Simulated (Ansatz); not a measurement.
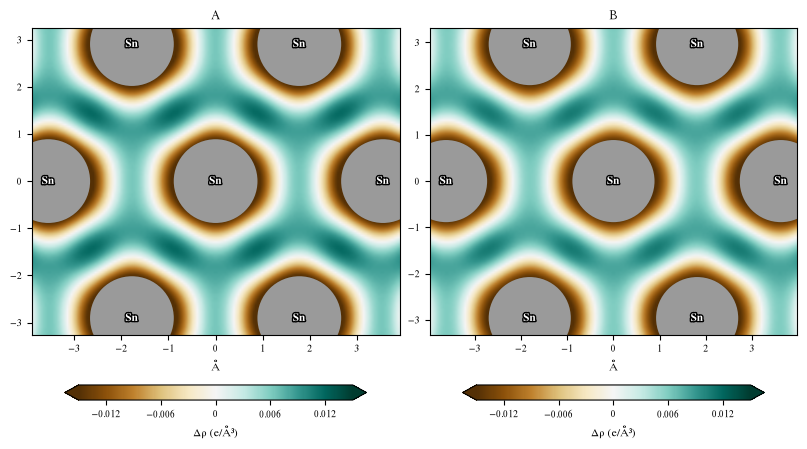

Sn: deformation density on the (101) plane of the conventional cell at two volumes, with the same fractional coordinates and one colour scale. Grey discs cover the cores. Panel B has 106 % of the volume of panel A.

Space group Immm. This isn't the usual form at ambient conditions. The cell comes from a database of computed structures, not from a measurement.

Method: DFT PBE, scalar-relativistic, plane waves, PAW in Ansatz.

How do bonds, bonding charge and pressure respond to this change of volume?

Answer. From A to B, Sn–Sn goes from 3.41 to 3.47 Å, and Δρ at its midpoint from +0.012 to +0.011 e/Å³.
- The pressure is −0.9 GPa in A and −3.0 GPa in B.
- The rearranged charge is 0.09 e an atom in A and 0.09 e in B.

Run times: 7.5 s (base cell) and 7.8 s (scaled cell), on 1 thread of Intel(R) Xeon(R) 6975P-C (Granite Rapids), with other jobs on the host.
